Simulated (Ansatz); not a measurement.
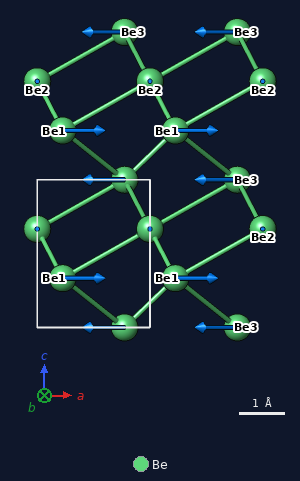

This is a relaxation of a crystal of Be (built on the trigonal selenium_152 type) (coarse preliminary run). The starting structure is drawn; blue arrows show the displacements (the part carried along by the change of the cell is left out), magnified 3 times.

A ball-and-stick model of the cell of the calculation, repeated 2 × 1 × 2 with one cell outlined, seen along the b axis.

Case: trigonal selenium type (P3_121, No. 152).

All numbers below come from DFT PBEsol, scalar-relativistic, plane waves, PAW (Ansatz 0.2.0). (plane-wave cutoff 420 eV; k-point mesh 6 × 6 × 6; occupations gaussian; smearing width 0.1 eV; no spin polarisation; cell and atoms relaxed; force threshold 0.04 eV/Å; at most 70 steps)

**What happened in the run?**

The energy falls by 6.529 eV per cell of the calculation in 11 accepted moves (14 points after the start). Largest force component: 8.3 eV/Å at the start, under 0.0001 eV/Å at the end. Pressure: 54.19 GPa at the start and 0.02 GPa at the end. The line search rejected the trial step at point 9 of the run. At 2 points the geometry stayed and the basis and grid were re-selected for the new cell (energy shift of 8.3 meV per cell of the calculation at most each time). The largest moves relative to the cell, 0.38 Å, are those of Be1, Be2 and Be3. Be3 goes along [−1 −1 0]. The volume changes by −4.5 %, with a = b 2.913 → 3.525 Å (+21.0 %), c 3.305 → 2.156 Å (−34.8 %). Among the contacts that change: Be1–Be1 3.305 → 2.156 Å, Be1–Be2 1.583 → 2.158 Å, Be1–Be2 (another image) 2.292 → 2.158 Å. Bond angles that change, for instance: Be2–Be1–Be3 103.1° → 70.5°, Be2–Be1–Be2 78.9° → 109.5°, Be2–Be1–Be3 99.0° → 70.5°. The space group (tolerance 0.01 Å) goes from P3_121 (No. 152) to Im-3m (No. 229). The run took about 14 core-seconds on a shared host.
